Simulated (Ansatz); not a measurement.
## Geometry relaxation, with input and output: BN (part 1 of 3)

BN (P6₃/mmc, 4 atoms in the cell), computed with DFT PBE, scalar-relativistic, plane waves, PAW, no spin polarisation (Ansatz 0.2.0).

The structure derives from a Materials Project entry. Figures and captions count atoms from 1; the log counts them from 0 in places.

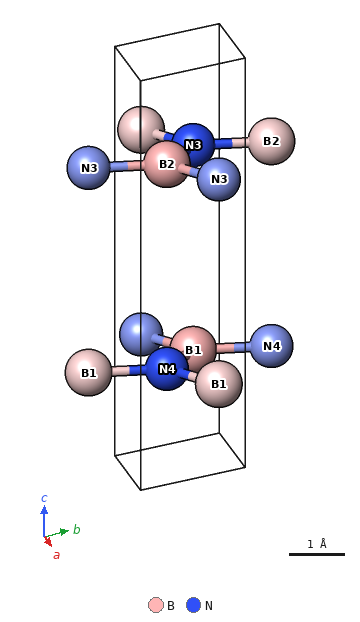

The structure as given in the input (ball-and-stick view of the cell of the calculation, seen slightly off an axis; neighbours outside the cell are drawn fainter; atoms are numbered from 1 in the order of the input). An atom can appear more than once, as a periodic image.

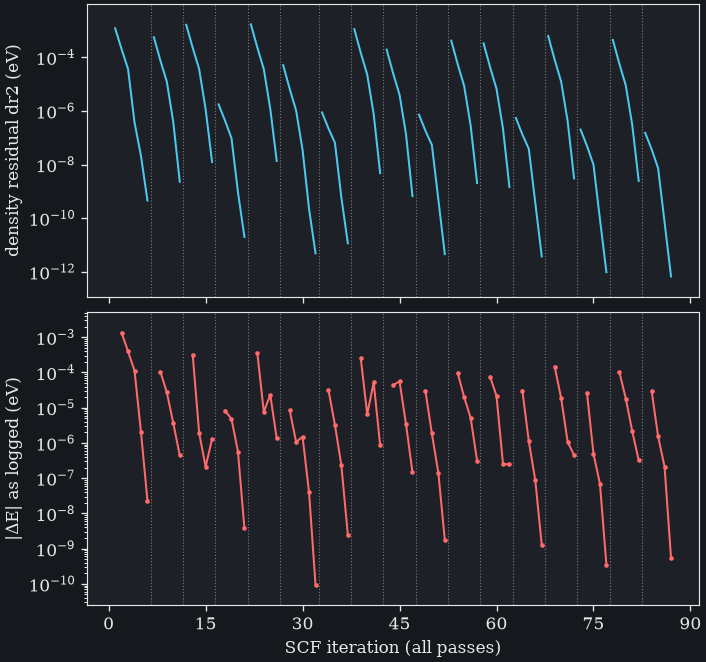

Convergence of the self-consistent field: density residual dr2 and size of the energy change against the SCF iteration. The dotted lines part the SCF passes of the relaxation: geometry steps, rejected trials and re-solves on a re-selected basis. The 17 passes take 5 to 6 iterations each, 87 in all.

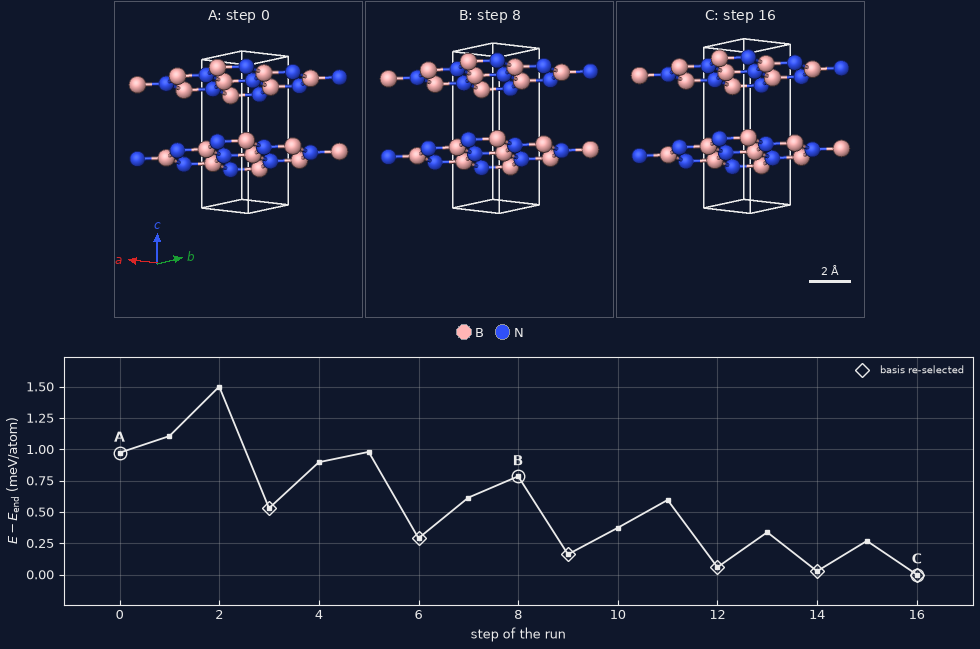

Frames of the relaxation (ball-and-stick view of the cell of the calculation, repeated 3 × 3 × 1, seen at an oblique angle) above the curves, on which the letters mark them (the first geometry is step 0 here and step 1 in the log).

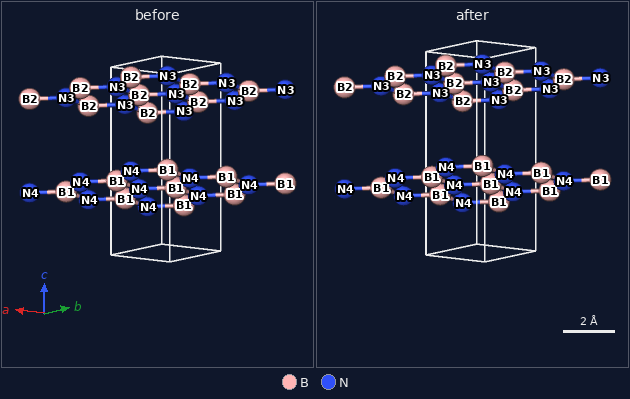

Before (left) and after (right) the relaxation, at one scale (ball-and-stick view of the cell of the calculation, repeated 3 × 3 × 1, seen at an oblique angle). The energy falls by 0.7 meV per atom in 10 geometry steps. All forces vanish by symmetry, so only the cell relaxes. The pressure goes from 0.06 to 0.01 GPa. 5 further SCFs at an unchanged geometry re-selected the plane-wave basis for the new cell. The atoms keep their places relative to the cell (all moves are under 0.005 Å). The drawn cell changes as follows: a = b stay at 2.512 Å, c 7.707 → 8.343 Å (+8.3 %); the volume changes by +8.2 %. The space group stays P6_3/mmc (No. 194). The energy change given includes the shifts at the re-selections in mid-walk, which come without any move. A last SCF at the same geometry on a re-selected plane-wave basis shifts the energy by −0.3 meV per atom. (Atoms are counted from 1 in the order of the input.)

These pictures come from the run below.

### Input
```yaml
crystal:
  lattice:
    - [2.5124282281, 0.0, 0.0]
    - [-1.2562141141, 2.1758266707, 0.0]
    - [0.0, 0.0, 7.707265]
  atoms:
    - { symbol: B, position: [0.33333333, 0.66666667, 0.25] }
    - { symbol: B, position: [0.66666667, 0.33333333, 0.75] }
    - { symbol: "N", position: [0.33333333, 0.66666667, 0.75] }
    - { symbol: "N", position: [0.66666667, 0.33333333, 0.25] }
basis:
  ecutwfc: 420
kpoints:
  mp_grid: { grid: [12, 12, 4] }
hamiltonian:
  xc: pbe
scf:
  occupations: { method: gaussian, width: 0.02 }
output:
  forces: true
  stress: true
  eigenvalues: true
relax:
  adjacent_minimum: "off"
  f_tol: 0.005
  max_steps: 80
  cell: { stress_tol: 0.05 }
```

Command:
```bash
ansatz run input.yaml --threads 4 --pin off --max-ram 10240MiB --backend cpu --events-out ev --progress --plain --runs-dir out
```

### Log
```
Engine: ansatz 0.2.0, aarch64-unknown-linux-gnu
Pseudopotentials: kind: paw
Pseudopotential: B, paw, valence charge 3, recommended cutoff 420 eV (normal), B.paw.azcp
Pseudopotential: N, paw, valence charge 5, recommended cutoff 420 eV (normal), N.paw.azcp
Functional definition: PBE
  parameter kappa = 0.804
  parameter beta = 0.06672455060314922
  exchange = pbe_x(kappa = kappa, mu = beta*pi^2/3)
  correlation = pbe_c(beta = beta)
Crystal: 4 atoms, lattice volume = 42.133 Å³
Basis set: ecut = 420 eV, 811 PW (Γ), exchange–correlation on 36×36×108 points (8 copies of the dense FFT grid, shifted against one another)
Bands: 12, of which v1, the nominal top of the filled ones, is band 8 counted from 1 (7 counted from 0)
Symmetry: 24 space group operations
Space group: P63/mmc (ITA 194), of the structure as read, at distance tolerance 3.5e-5 Å
k-points: 57 of 576
Non-local potential: B, projectors of the file, l = 0: 2, l = 1: 2, l = 2: 1
Non-local potential: N, projectors of the file, l = 0: 2, l = 1: 2, l = 2: 1
PAW form: soft (Blöchl's): semilocal exchange-correlation on the pseudo side does not see the compensation charge
PAW one-centre angular grid: B, 110 points (default); XC on 64 Gauss nodes
PAW one-centre angular grid: N, 110 points (default); XC on 64 Gauss nodes
Initial density: superposition of atomic densities (neutral atoms: chi_scale 0, normalization atom), corrected by the library's trained network
Initial wavefunctions: pseudopotential atomic-orbital guess
Functional: x = pbe(κ = 0.804, μ = 0.2195149727645171), c = pbe(β = 0.06672455060314922)
SCF iter   1: F=—  HF=-1084.855326 eV  |F-HF|=—  |Δ(HF+E_count)|=         —  Δρ=3.03e-3  dr2=1.20e-3  ethr=1.77e-3  ⟨swp⟩=6.6  Hψ=4323  notcnv=0
preconditioner: auto → none  [insulator: Δε(μ)=4.461 eV  Ē_g=15.477 eV  σ=0.020 eV  W_gap=1.00  n_scr=4 (ndim 8)  ℏωp=22.9 eV  f_vac=0.160  D(μ)=0.00/eV (n_scr^D=0)  ε∞_Penn≈3.2]
SCF iter   2: F=—  HF=-1084.856673 eV  |F-HF|=—  |Δ(HF+E_count)|=   1.35e-3  Δρ=1.32e-3  dr2=2.00e-4  ethr=7.48e-6  ⟨swp⟩=2.5  Hψ=1750  notcnv=0
SCF iter   3: F=—  HF=-1084.857069 eV  |F-HF|=—  |Δ(HF+E_count)|=   3.95e-4  Δρ=6.36e-4  dr2=3.62e-5  ethr=1.25e-6  ⟨swp⟩=2.0  Hψ=1180  notcnv=0
SCF iter   4: F=—  HF=-1084.857182 eV  |F-HF|=—  |Δ(HF+E_count)|=   1.13e-4  Δρ=4.93e-5  dr2=3.73e-7  ethr=2.27e-7  ⟨swp⟩=2.0  Hψ=1302  notcnv=0
iter 5 did not close the SCF: its close was put off for the readings that it lacked (scf_convergence_deferred on its scf_iter line)
SCF iter   5: F=-1084.857184 eV  HF=-1084.857184 eV  |F-HF|=1.34e-8  |Δ(HF+E_count)|=   2.02e-6  Δρ=7.46e-6  dr2=2.09e-8  ethr=2.33e-9  ⟨swp⟩=2.0  Hψ=1088  notcnv=0
SCF iter   6: F=-1084.857184 eV  HF=-1084.857184 eV  |F-HF|=2.22e-10  |Δ(HF+E_count)|=   2.30e-8  Δρ=1.19e-6  dr2=4.55e-10  ethr=1.30e-10  ⟨swp⟩=2.1  Hψ=2461  notcnv=0
SCF 1 converged in 6 iterations: F = -1084.857184 eV  dr2 = 4.55e-10
  greatest PAW one-centre occupation: 0.796 electrons in one spin orbital (limit 2), on the N atom at site 3 (counted from 0), in its partial waves of l = 0
relax step   1: F+E_penalty+E_count = -1084.85718380 eV  Δ(F+E_penalty+E_count) = +0.000e0 eV  max|allowed force component| = 1.827e-16 eV/Å  Δτ_max = 0.0000 Å  P = +0.061 GPa  Ω = 42.133 Å³  (6 SCF iters, dr2 threshold 1.00e-7 eV, accepted)
Crystal: 4 atoms, lattice volume = 42.468 Å³
Initial density: handed on by an earlier stage of this run
Initial wavefunctions: those handed on with the density
iter 1 solved again at ethr=4.86e-6 eV; its pass at ethr=3.10e-3 eV (dr2=7.78e-4 eV) is discarded
SCF iter   1: F=—  HF=-1084.856781 eV  |F-HF|=—  |Δ(HF+E_count)|=         —  Δρ=8.88e-4  dr2=5.55e-4  ethr=4.86e-6  ⟨swp⟩=2.0  Hψ=5178  notcnv=0
preconditioner: auto → none  [insulator: Δε(μ)=4.491 eV  Ē_g=15.465 eV  σ=0.020 eV  W_gap=1.00  n_scr=4 (ndim 8)  ℏωp=22.8 eV  f_vac=0.178  D(μ)=0.00/eV (n_scr^D=0)  ε∞_Penn≈3.2]
SCF iter   2: F=—  HF=-1084.856675 eV  |F-HF|=—  |Δ(HF+E_count)|=   1.05e-4  Δρ=4.96e-4  dr2=7.56e-5  ethr=3.47e-6  ⟨swp⟩=2.1  Hψ=1079  notcnv=0
SCF iter   3: F=—  HF=-1084.856648 eV  |F-HF|=—  |Δ(HF+E_count)|=   2.72e-5  Δρ=1.66e-4  dr2=1.22e-5  ethr=4.72e-7  ⟨swp⟩=2.5  Hψ=1192  notcnv=0
SCF iter   4: F=—  HF=-1084.856652 eV  |F-HF|=—  |Δ(HF+E_count)|=   3.64e-6  Δρ=4.38e-5  dr2=3.76e-7  ethr=7.64e-8  ⟨swp⟩=3.0  Hψ=1177  notcnv=0
SCF iter   5: F=-1084.856652 eV  HF=-1084.856652 eV  |F-HF|=1.09e-10  |Δ(HF+E_count)|=   4.41e-7  Δρ=3.03e-6  dr2=2.29e-9  ethr=2.17e-9  ⟨swp⟩=5.5  Hψ=3433  notcnv=0
SCF 2 converged in 5 iterations: F = -1084.856652 eV  dr2 = 2.29e-9
relax step   2: F+E_penalty+E_count = -1084.85665235 eV  Δ(F+E_penalty+E_count) = +5.315e-4 eV  max|allowed force component| = 8.327e-16 eV/Å  Δτ_max = 0.0000 Å  P = +0.038 GPa  Ω = 42.468 Å³  energy of the carried Pulay correction = -1.182e-3 eV  (5 SCF iters, dr2 threshold 3.47e-7 eV, accepted)
Crystal: 4 atoms, lattice volume = 43.039 Å³
Basis set: ecut = 420 eV, 837 PW (Γ), exchange–correlation on 36×36×108 points (8 copies of the dense FFT grid, shifted against one another)
iter 1 solved again at ethr=9.78e-6 eV; its pass at ethr=3.10e-3 eV (dr2=1.56e-3 eV) is discarded
SCF iter   1: F=—  HF=-1084.855387 eV  |F-HF|=—  |Δ(HF+E_count)|=         —  Δρ=1.50e-3  dr2=1.62e-3  ethr=9.78e-6  ⟨swp⟩=1.7  Hψ=5416  notcnv=0
preconditioner: auto → none  [insulator: Δε(μ)=4.505 eV  Ē_g=15.436 eV  σ=0.020 eV  W_gap=1.00  n_scr=4 (ndim 8)  ℏωp=22.6 eV  f_vac=0.190  D(μ)=0.00/eV (n_scr^D=0)  ε∞_Penn≈3.2]
SCF iter   2: F=—  HF=-1084.855071 eV  |F-HF|=—  |Δ(HF+E_count)|=   3.16e-4  Δρ=8.52e-4  dr2=2.26e-4  ethr=9.78e-6  ⟨swp⟩=2.1  Hψ=1226  notcnv=0
SCF iter   3: F=—  HF=-1084.855069 eV  |F-HF|=—  |Δ(HF+E_count)|=   1.90e-6  Δρ=2.83e-4  dr2=3.60e-5  ethr=1.41e-6  ⟨swp⟩=2.5  Hψ=1193  notcnv=0
SCF iter   4: F=—  HF=-1084.855070 eV  |F-HF|=—  |Δ(HF+E_count)|=   2.11e-7  Δρ=7.52e-5  dr2=1.15e-6  ethr=2.25e-7  ⟨swp⟩=2.7  Hψ=1160  notcnv=0
SCF iter   5: F=-1084.855071 eV  HF=-1084.855071 eV  |F-HF|=3.84e-9  |Δ(HF+E_count)|=   1.31e-6  Δρ=6.53e-6  dr2=1.24e-8  ethr=8.62e-10  ⟨swp⟩=6.7  Hψ=3608  notcnv=0
SCF 3 converged in 5 iterations: F = -1084.855071 eV  dr2 = 1.24e-8
relax step   3: F+E_penalty+E_count = -1084.85507092 eV  Δ(F+E_penalty+E_count) = +1.581e-3 eV  max|allowed force component| = 2.637e-16 eV/Å  Δτ_max = 0.0000 Å  P = -0.007 GPa  Ω = 43.039 Å³  energy of the carried Pulay correction = -3.177e-3 eV  (5 SCF iters, dr2 threshold 1.38e-7 eV, accepted)
Initial wavefunctions: pseudopotential atomic-orbital guess (no wavefunctions were taken with the density)
iter 1 solved again at ethr=6.85e-8 eV; its pass at ethr=3.10e-3 eV (dr2=1.10e-5 eV) is discarded
SCF iter   1: F=—  HF=-1084.858941 eV  |F-HF|=—  |Δ(HF+E_count)|=         —  Δρ=1.73e-4  dr2=1.76e-6  ethr=6.85e-8  ⟨swp⟩=3.2  Hψ=6353  notcnv=0
preconditioner: auto → none  [insulator: Δε(μ)=4.516 eV  Ē_g=15.453 eV  σ=0.020 eV  W_gap=1.00  n_scr=4 (ndim 8)  ℏωp=22.6 eV  f_vac=0.185  D(μ)=0.00/eV (n_scr^D=0)  ε∞_Penn≈3.1]
SCF iter   2: F=—  HF=-1084.858950 eV  |F-HF|=—  |Δ(HF+E_count)|=   8.20e-6  Δρ=8.52e-5  dr2=4.36e-7  ethr=1.10e-8  ⟨swp⟩=2.0  Hψ=1167  notcnv=0
SCF iter   3: F=—  HF=-1084.858955 eV  |F-HF|=—  |Δ(HF+E_count)|=   4.83e-6  Δρ=3.10e-5  dr2=9.63e-8  ethr=2.73e-9  ⟨swp⟩=2.0  Hψ=1102  notcnv=0
SCF iter   4: F=—  HF=-1084.858955 eV  |F-HF|=—  |Δ(HF+E_count)|=   5.70e-7  Δρ=2.96e-6  dr2=9.43e-10  ethr=6.02e-10  ⟨swp⟩=2.0  Hψ=1140  notcnv=0
SCF iter   5: F=-1084.858955 eV  HF=-1084.858955 eV  |F-HF|=7.46e-11  |Δ(HF+E_count)|=   3.76e-9  Δρ=3.95e-7  dr2=2.00e-11  ethr=1.00e-12  ⟨swp⟩=3.2  Hψ=2889  notcnv=0
SCF 4 converged in 5 iterations: F = -1084.858955 eV  dr2 = 2.00e-11
relax step   4: F+E_penalty+E_count = -1084.85895507 eV  Δ(F+E_penalty+E_count) = -3.884e-3 eV  max|allowed force component| = 6.684e-16 eV/Å  Δτ_max = 0.0000 Å  P = +0.126 GPa  Ω = 43.039 Å³  stress off target by 2.47e-1 GPa  SCF on the basis re-selected at this cell (its energy is not comparable with the rows above)  (5 SCF iters)
basis re-selected at this cell: Δ(F+E_penalty+E_count) = -3.884e-3 eV, ΔP = +0.132 GPa vs the last step (what re-selecting the basis moved, of the pressure what is left beyond the Pulay correction that the steps carried, after the strain that the cell walked since its last selection, with what the two solves' SCF thresholds leave and, on support functions, any second-order correction that the steps lacked; it is no measure of the basis error at this ecutwfc). This SCF's stress stands 2.47e-1 GPa from its target on what of the cell is left free (relax.cell.stress_tol is 5.00e-2 GPa) and its largest allowed force component is 6.68e-16 eV/Å (relax.f_tol is 5.00e-3 eV/Å): not within both, so this SCF does not close the relaxation
Crystal: 4 atoms, lattice volume = 43.618 Å³
Basis set: ecut = 420 eV, 861 PW (Γ), exchange–correlation on 36×36×108 points (8 copies of the dense FFT grid, shifted against one another)
iter 1 solved again at ethr=1.01e-5 eV; its pass at ethr=3.10e-3 eV (dr2=1.62e-3 eV) is discarded
SCF iter   1: F=—  HF=-1084.857824 eV  |F-HF|=—  |Δ(HF+E_count)|=         —  Δρ=1.50e-3  dr2=1.69e-3  ethr=1.01e-5  ⟨swp⟩=1.7  Hψ=5391  notcnv=0
preconditioner: auto → none  [insulator: Δε(μ)=4.474 eV  Ē_g=15.411 eV  σ=0.020 eV  W_gap=1.00  n_scr=4 (ndim 8)  ℏωp=22.5 eV  f_vac=0.198  D(μ)=0.00/eV (n_scr^D=0)  ε∞_Penn≈3.1]
SCF iter   2: F=—  HF=-1084.857469 eV  |F-HF|=—  |Δ(HF+E_count)|=   3.55e-4  Δρ=8.52e-4  dr2=2.30e-4  ethr=1.01e-5  ⟨swp⟩=2.1  Hψ=1232  notcnv=0
SCF iter   3: F=—  HF=-1084.857461 eV  |F-HF|=—  |Δ(HF+E_count)|=   7.62e-6  Δρ=2.78e-4  dr2=3.61e-5  ethr=1.44e-6  ⟨swp⟩=2.4  Hψ=1164  notcnv=0
SCF iter   4: F=—  HF=-1084.857484 eV  |F-HF|=—  |Δ(HF+E_count)|=   2.33e-5  Δρ=7.62e-5  dr2=1.20e-6  ethr=2.26e-7  ⟨swp⟩=2.8  Hψ=1202  notcnv=0
SCF iter   5: F=-1084.857486 eV  HF=-1084.857486 eV  |F-HF|=4.72e-9  |Δ(HF+E_count)|=   1.34e-6  Δρ=6.79e-6  dr2=1.36e-8  ethr=9.50e-10  ⟨swp⟩=6.7  Hψ=3587  notcnv=0
SCF 5 converged in 5 iterations: F = -1084.857486 eV  dr2 = 1.36e-8
relax step   5: F+E_penalty+E_count = -1084.85748564 eV  Δ(F+E_penalty+E_count) = +1.469e-3 eV  max|allowed force component| = 3.331e-16 eV/Å  Δτ_max = 0.0000 Å  P = +0.039 GPa  Ω = 43.618 Å³  energy of the carried Pulay correction = -1.985e-3 eV  (5 SCF iters, dr2 threshold 1.52e-7 eV, accepted)
Crystal: 4 atoms, lattice volume = 43.718 Å³
iter 1 solved again at ethr=4.26e-7 eV; its pass at ethr=3.10e-3 eV (dr2=6.81e-5 eV) is discarded
```
